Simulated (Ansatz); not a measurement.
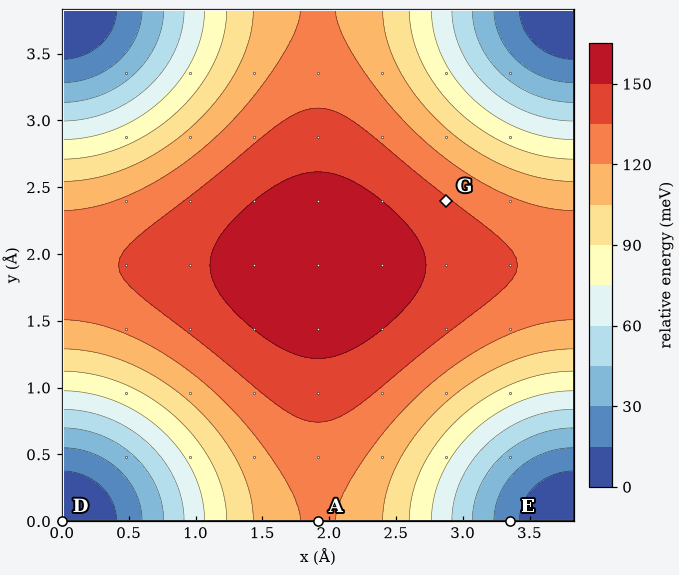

N on a Si(100) slab cut from the Fd-3m phase, its upper half relaxed before the scan (4 atoms of substrate and one adsorbate in a 1 × 1 cell). N is moved over the surface cell at a fixed height above a rigid substrate; the origin of the map has the adsorbate above Si4; the height is held at 3.00 Å. Places are given modulo a cell vector. The map is drawn in real space over the plane of the surface. The scan uses an 8 × 8 grid; 25 points were computed and 39 follow by symmetry. Energies: meV, counted from the lowest grid point. With one adsorbate in each 1 × 1 cell, its nearest image is 3.8 Å away, so neighbouring adsorbates interact. At a fixed height the lowest place need not be the adsorption site. Computed with DFT PBE+D3(BJ), scalar-relativistic, plane waves, PAW in Ansatz. Settings: cutoff 420 eV, k-mesh 7×7×1, gaussian smearing 0.05 eV, spin-polarised.

The picture shows filled contours, dots at the grid points, the outline of one cell of the plane, lettered points. Between grid points the surface is interpolated.

Question: Is A the lowest point of the computed grid?

Answer: No. A lies 121 meV above the lowest grid point, which is at the top site over a surface Si atom, (0/8, 0/8) of the cell vectors.

Question: What kind of point is each of A, D, G: minimum, saddle, maximum or slope?

Answer: A: saddle point; D: minimum; G: on a slope. (In these two coordinates alone; a stationary point may lie a little off the grid point.)

Question: Rank the lettered points by energy, lowest first.

Answer: D (0 meV), E (20 meV), A (121 meV), G (137 meV).

PAW datasets: the set soft_1.
